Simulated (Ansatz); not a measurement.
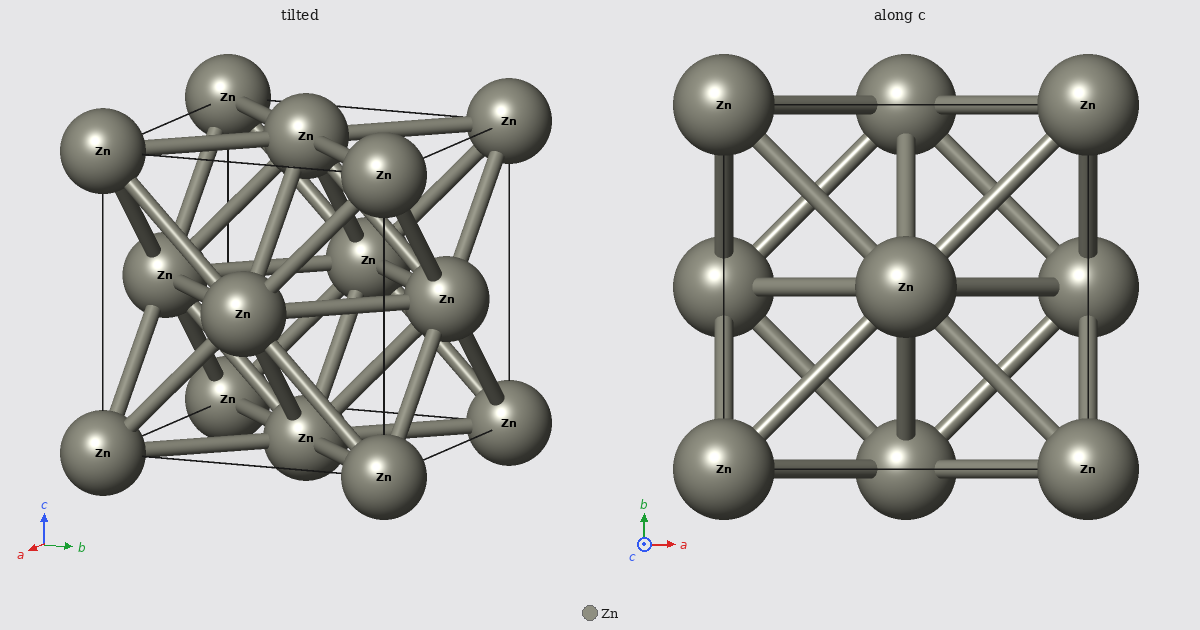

Crystal structure, ball-and-stick style, seen slightly off an axis and along the c axis. The frame is the conventional unit cell; atoms at its boundary are shown with their periodic copies.

Zn, space group Fm-3m (No. 225), a = 3.85 Å, b = 3.85 Å, c = 3.85 Å, α = 90.00°, β = 90.00°, γ = 90.00°.

Setup: Ansatz, DFT r2SCAN, scalar-relativistic, plane waves, PAW; E_cut = 600 eV, k-points about 0.16 Å⁻¹ apart, Gaussian smearing of 0.05 eV, no spin polarisation.

### What is the electronic character?

A metal: bands cross the Fermi level.

### Under what pressure is the structure?

The computed pressure is 0.0 GPa, close to zero.

The structure comes from a structure type filled with this element by a generator (whether the element takes this form wasn't checked). The cell was then strained or its atoms displaced on purpose. A calculation with Ansatz used it as input.
